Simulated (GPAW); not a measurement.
# How KCl (Sylvite) absorbs and reflects light

Aim: the dielectric function of KCl (Sylvite), and the optical constants that follow from it.

Main program and level: GPAW 26.7.0; DFT, PBE, plane-wave PAW (GPAW data sets), scalar-relativistic, RPA, optical limit.

## (1) Starting point

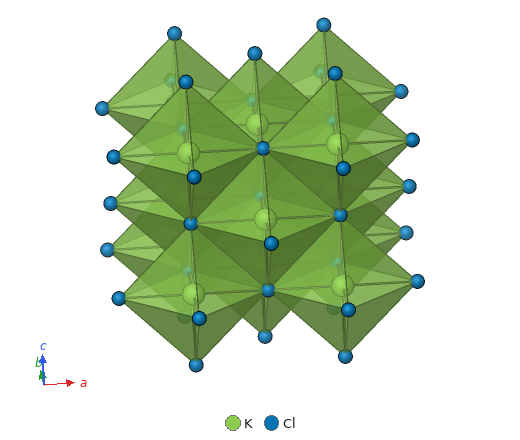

The cell as given, slightly off an axis (potassium green, chlorine blue). This picture shows the conventional cell, with its axes. Some periodic images of atoms are drawn too.

Structure file:

```xyz
2
Lattice="0.0000 3.1465 3.1465 3.1465 0.0000 3.1465 3.1465 3.1465 0.0000" Properties=species:S:1:pos:R:3 pbc="T T T"
K     0.0000    0.0000    0.0000
Cl    3.1465    3.1465    3.1465
```

## (2) Bands for the response

At the fixed density, many empty bands are solved on the mesh of the response, since the spectrum sums over them.

This step: DFT, PBE, plane-wave PAW (GPAW data sets), scalar-relativistic, bands at fixed density (GPAW 26.7.0).

The input, nscf.py:

```python
from ase.dft.bandgap import bandgap
from gpaw import GPAW, FermiDirac

calc = GPAW('gs.gpw').fixed_density(kpts={'size': (10, 10, 10), 'gamma': True}, nbands=60, convergence={'bands': 54},
                                    occupations=FermiDirac(0.001), txt='nscf.txt')
print('gap (eV)', bandgap(calc, output=None)[0])
print('direct gap (eV)', bandgap(calc, direct=True, output=None)[0])
print('top band over the Fermi level (eV)', min(calc.get_eigenvalues(kpt=k)[53] for k in range(len(calc.get_ibz_k_points()))) - calc.get_fermi_level())
calc.write('full.gpw', mode='all')
```

The run is started by

```console
$ OMP_NUM_THREADS=1 python nscf.py
```

Numbers of over 12 decimals in the logs are rounded to 6 here.

Log:

```text
Diagonalizing LCAO Hamiltonian
Converting LCAO to pw mode
convergence criteria:
- Maximum integral of absolute [eigenst]ate change: 4e-08 eV^2 / valence electron
maximum number of iterations: 150

SCF iterations
|iter     |      energy | eigst |  dens |
|iter:   1||             | +4.00 |       |
|iter:   2||             | +2.75 |       |
|iter:   3||             | +1.55 |       |
|iter:   4||             | +0.16 |       |
|iter:   5||             | -0.90 |       |
|iter:   6||             | -2.04 |       |
|iter:   7||             | -2.89 |       |
|iter:   8||             | -3.94 |       |
|iter:   9||             | -4.65 |       |
|iter:  10||             | -5.51 |       |
|iter:  11||             | -5.99 |       |
|iter:  12||             | -6.34 |       |
|iter:  13||             | -6.63 |       |
|iter:  14||             | -6.90 |       |
|iter:  15||             | -7.19 |       |
|iter:  16||             | -7.47c|       |
SCF steps: 16
  __  _  _
 | _ |_)|_||  |
 |__||  | ||/\| - 26.7.0

Versions:
  Python: 3.12.14
  ASE:    3.29.0
  Numpy:  2.5.5
  Scipy:  1.18.1
  Libxc:  7.0.0

Input parameters:
  mode=PW(ecut=500.0),
  convergence={'bands': 54},
  gpts=array([24, 24, 24]),
  kpts=MonkhorstPack(size=(10, 10, 10), gamma=True),
  maxiter=150,
  nbands=60,
  occupations=Occupations(name='fermi-dirac', width=0.001, fixmagmom=False),
  parallel={},
  xc=XC(name='PBE')

--- standard output ---
gap (eV) 5.193027
direct gap (eV) 5.193027
top band over the Fermi level (eV) 38.157049
```

Elapsed: 97 s, on 1 thread of Arm Neoverse V2, shared host; peak memory 0.23 GiB.

Read-outs, printed or worked out from the files:

```
gap on the k-mesh      : 5.193 eV
direct gap on the mesh : 5.193 eV
```

## (3) Dielectric function, RPA

Transitions between filled and empty bands, summed over the zone, give the optical response, so mesh, band count and broadening shape it.

The induced potential is part of this response.

This step: DFT, PBE, plane-wave PAW (GPAW data sets), scalar-relativistic, RPA, optical limit (GPAW 26.7.0).

The input, df.py:

```python
from gpaw.response.df import DielectricFunction

df = DielectricFunction('full.gpw', frequencies={'type': 'nonlinear', 'domega0': 0.03, 'omega2': 8},
                        ecut=50,
                        eta=0.15,
                        nbands=54,
                        txt='df.txt')
for direction in ['x']:
    df.get_dielectric_function(xc='RPA', direction=direction, filename=f'df_{direction}.csv')
```

The run is started by

```console
$ OMP_NUM_THREADS=1 python df.py
```

Log:

```text
Using integrator: PointIntegrator
NonLinearFrequencyDescriptor(from 0.000 to 73.623 eV, 511 points)
Nonperiodic BCs:  [False False False]
Using integrator: PointIntegrator
NonLinearFrequencyDescriptor(from 0.000 to 73.623 eV, 511 points)
Nonperiodic BCs:  [False False False]

Calculating chi0 body with:
    Ground state adapter containing:
    Number of spins: 1
    Number of kpoints: 1000
    Number of irreducible kpoints: 47
    Number of completely occupied states: 8
    Number of partially occupied states: 8

    Linear response parametrization:
    q_c: [0.0, 0.0, 0.0]
    Number of frequency points: 511
    Planewave cutoff: 50.0
    Number of bands: 54
    Number of planewaves: 59
    Broadening (eta): 0.15

Integrating chi0 body.

Symmetries of q_c:
    Direct symmetries (Uq -> q): 48
    Indirect symmetries (TUq -> q): 0
In total 48 allowed symmetries.

47 groups of equivalent kpoints. 95.3% reduction.

Integral kind: spectral function

Calculating chi0 optical extensions with:
    Ground state adapter containing:
    Number of spins: 1
    Number of kpoints: 1000
    Number of irreducible kpoints: 47
    Number of completely occupied states: 8
    Number of partially occupied states: 8

    Linear response parametrization:
    Number of frequency points: 511
    Planewave cutoff: 50.0
    Number of bands: 54
    Number of planewaves: 59
    Broadening (eta): 0.15
Integrating chi0 head and wings.

Symmetries of q_c:
    Direct symmetries (Uq -> q): 48
    Indirect symmetries (TUq -> q): 0
In total 48 allowed symmetries.

47 groups of equivalent kpoints. 95.3% reduction.

Integral kind: spectral function wings
```

Wall time 12 s (1 thread); peak memory 0.29 GiB.

Read-outs, printed or worked out from the files:

```
electronic dielectric constant ε∞, mean over x, y and z (by symmetry where fewer were run) : 2.171
main peak of Im epsilon, first axis                                                        : 8.019 eV
```

Some rows of df_x.csv (energy; Re and Im without local fields; Re and Im with them):

```text
0.000000, 2.573885, -0.000000, 2.170879, -0.000000
0.429336, 2.576964, 0.002161, 2.173058, 0.001529
0.878195, 2.586886, 0.004501, 2.180080, 0.003186
1.347938, 2.605019, 0.007139, 2.192922, 0.005059
1.840057, 2.633388, 0.010258, 2.213039, 0.007281
2.356191, 2.675084, 0.014155, 2.242668, 0.010073
2.898142, 2.735072, 0.019371, 2.285443, 0.013845
3.467895, 2.821987, 0.027028, 2.347786, 0.019471
4.067647, 2.952960, 0.040052, 2.442790, 0.029309
4.699832, 3.172343, 0.070933, 2.605998, 0.054050
5.367152, 3.600752, 0.322132, 2.935534, 0.275564
6.072622, 3.719747, 0.820729, 2.934363, 0.697854
6.819608, 4.256054, 1.434157, 3.149105, 1.012916
7.611886, 3.385042, 2.876362, 2.740793, 1.845039
8.453705, 1.772417, 2.547244, 1.503587, 1.895052
9.349861, 2.333336, 1.632260, 1.574171, 0.931201
10.305790, 1.251664, 3.846078, 2.164557, 2.020453
11.327680, -0.222652, 1.828827, 0.577957, 2.037016
12.422601, 0.731812, 0.871829, 0.583494, 0.798129
13.598673, 0.818331, 1.090143, 0.819536, 0.814141
```

The Im ε, E ∥ x has structure finer than the step of the table below, so its rows give means over 1 eV, whole bins alone (the curve runs from 0 to 14.0 eV). Peaks (eV: height): 8.0: 2.66, 11.1: 2.34.

Values under the direct gap are tails of Lorentzian lines. Table of Im ε, E ∥ x by photon energy; means over each step:

| photon energy (eV) | Im ε, E ∥ x |
| --- | --- |
| 1 | 0.00369 |
| 2 | 0.00817 |
| 3 | 0.0149 |
| 4 | 0.0290 |
| 5 | 0.137 |
| 6 | 0.542 |
| 7 | 1.19 |
| 8 | 2.14 |
| 9 | 1.33 |
| 10 | 1.46 |
| 11 | 2.19 |
| 12 | 1.20 |
| 13 | 0.750 |

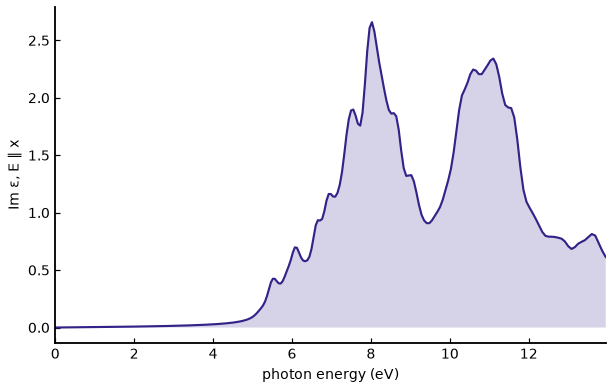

Im ε, E ∥ x, plotted against photon energy.

Table of Re ε, E ∥ x by photon energy:

| photon energy (eV) | Re ε, E ∥ x |
| --- | --- |
| 0 | 2.17 |
| 1 | 2.18 |
| 2 | 2.22 |
| 3 | 2.30 |
| 4 | 2.43 |
| 5 | 2.73 |
| 6 | 2.99 |
| 7 | 3.03 |
| 8 | 2.41 |
| 9 | 1.41 |
| 10 | 2.31 |
| 11 | 1.21 |
| 12 | 0.331 |
| 13 | 0.745 |

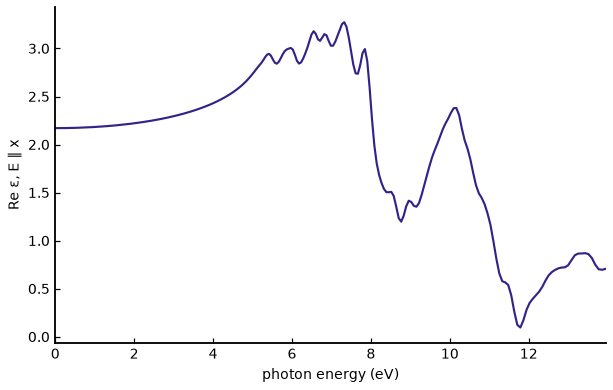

Re ε, E ∥ x, plotted against photon energy.

The Im ε, E ∥ x has structure finer than the step of the table below, so its rows give means over 1 eV, whole bins alone (the curve runs from 0 to 14.0 eV). Peaks (eV: height): without local fields 8.0: 3.89, 10.2: 4.02; with local fields 8.0: 2.66, 11.1: 2.34.

Values under the direct gap are tails of Lorentzian lines. The Im ε, E ∥ x by photon energy; means over each step:

| photon energy (eV) | without local fields | with local fields |
| --- | --- | --- |
| 1 | 0.00520 | 0.00369 |
| 2 | 0.0115 | 0.00817 |
| 3 | 0.0208 | 0.0149 |
| 4 | 0.0395 | 0.0290 |
| 5 | 0.165 | 0.137 |
| 6 | 0.648 | 0.542 |
| 7 | 1.80 | 1.19 |
| 8 | 3.09 | 2.14 |
| 9 | 1.93 | 1.33 |
| 10 | 3.12 | 1.46 |
| 11 | 2.61 | 2.19 |
| 12 | 1.03 | 1.20 |
| 13 | 0.978 | 0.750 |

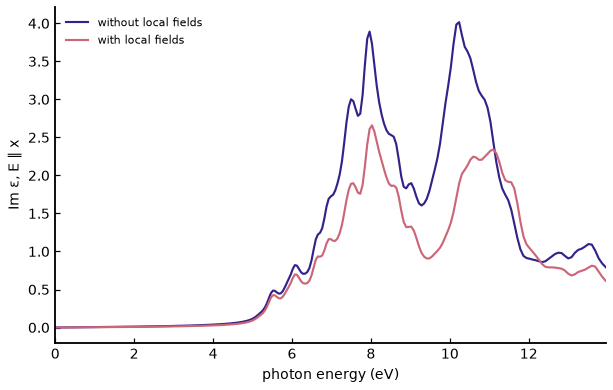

Im ε, E ∥ x, plotted against photon energy.

The loss function −Im 1/ε at q → 0, E ∥ x has structure finer than the step of the table below, so its rows give means over 0.5 eV, whole bins alone (the curve runs from 0 to 14.0 eV). Peaks (eV: height): 8.77: 0.405, 12.26: 0.881.

Values under the direct gap are tails of Lorentzian lines. Loss function −Im 1/ε at q → 0, E ∥ x against energy loss; means over each step:

| energy loss (eV) | loss function −Im 1/ε at q → 0, E ∥ x |
| --- | --- |
| 0.5 | 3.8e-4 |
| 1.0 | 7.7e-4 |
| 1.5 | 0.00118 |
| 2.0 | 0.00164 |
| 2.5 | 0.00217 |
| 3.0 | 0.00280 |
| 3.5 | 0.00360 |
| 4.0 | 0.00475 |
| 4.5 | 0.00673 |
| 5.0 | 0.0135 |
| 5.5 | 0.0409 |
| 6.0 | 0.0647 |
| 6.5 | 0.0737 |
| 7.0 | 0.103 |
| 7.5 | 0.145 |
| 8.0 | 0.212 |
| 8.5 | 0.334 |
| 9.0 | 0.367 |
| 9.5 | 0.239 |
| 10.0 | 0.193 |
| 10.5 | 0.266 |
| 11.0 | 0.348 |
| 11.5 | 0.507 |
| 12.0 | 0.832 |
| 12.5 | 0.782 |
| 13.0 | 0.648 |
| 13.5 | 0.602 |

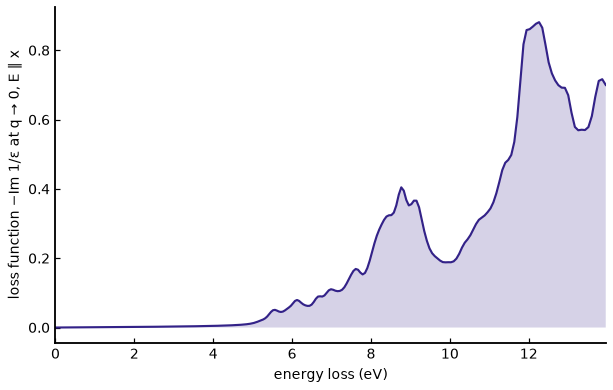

Loss function −Im 1/ε at q → 0, E ∥ x against energy loss.

The reflectivity at normal incidence, E ∥ x has structure finer than the step of the table below, so its rows give means over 1 eV, whole bins alone (the curve runs from 0 to 14.0 eV). Peaks (eV: height): 8.0: 13.9, 11.7: 16.9.

Table of reflectivity at normal incidence, E ∥ x by photon energy; means over each step:

| photon energy (eV) | reflectivity at normal incidence, E ∥ x (%) |
| --- | --- |
| 1 | 3.72 |
| 2 | 3.88 |
| 3 | 4.20 |
| 4 | 4.80 |
| 5 | 6.15 |
| 6 | 7.35 |
| 7 | 9.51 |
| 8 | 11.8 |
| 9 | 6.53 |
| 10 | 7.83 |
| 11 | 13.2 |
| 12 | 11.3 |
| 13 | 3.91 |

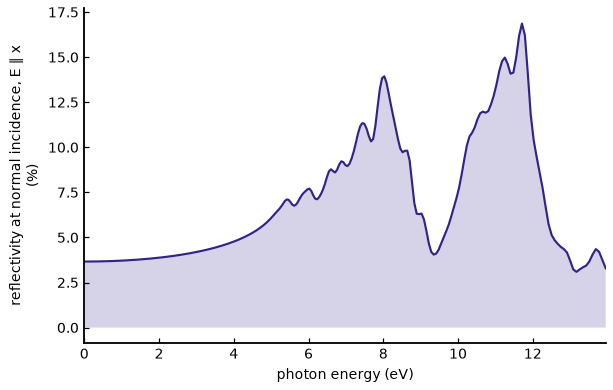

Reflectivity at normal incidence, E ∥ x, plotted against photon energy.

At chosen wavelengths:

| wavelength (nm) | n | k | R (%) | 1/α |
| --- | --- | --- | --- | --- |
| 1550 | 1.48 | 0.001 | 3.7 | 126 µm |
| 800 | 1.48 | 0.002 | 3.8 | 32 µm |
| 532 | 1.50 | 0.003 | 4.0 | 13 µm |
| 405 | 1.52 | 0.005 | 4.2 | 6.4 µm |
| 308 | 1.56 | 0.009 | 4.8 | 2.7 µm |
| 248 | 1.65 | 0.028 | 6.1 | 704 nm |
| 193 | 1.76 | 0.173 | 7.9 | 89 nm |

Below the direct gap, k and the depth come from the tails of the Lorentzian lines, not from transitions.

Rows near the edge hang on the gap, which this functional as a rule makes too small, and phonon-assisted absorption is left out.

## (4) Results

* electronic dielectric constant ε∞, mean over x, y and z (by symmetry where fewer were run) (RPA): 2.17
* main peak of Im epsilon, first axis: 8.02 eV

In words: At this level (PBE, RPA) KCl has ε∞ = 2.17 and n = 1.48 at 1550 nm, and Im ε peaks at 8.0 eV. On the mesh the gap is 5.19 eV and the least direct gap 5.19 eV. Local fields change the static value along x from 2.57 to 2.17 (-16 %). Distinct maxima of Im ε, read by a parabola through the highest points, lie at 7.53 eV (1.9), 8.02 eV (2.7), 11.08 eV (2.3) and 13.61 eV (0.81). Excitons and phonon-assisted transitions are missing; PBE gaps are as a rule too small, which pulls the onset down and ε∞ up. The sum runs over mesh points, so small or evenly spaced maxima can still be ripples of the mesh.

[Machine, clock and banner lines and Python warnings are left out of the logs.]

[Logs are printed without paths, hosts, clocks, repeated set-up lines and the standing remarks that a program may print on its own settings, such as how far it seeks lower states.]

[Hosts, paths, dates, database ids (printed as entryN), source tags and the programs' standing remarks are cut or masked in the printed files.]
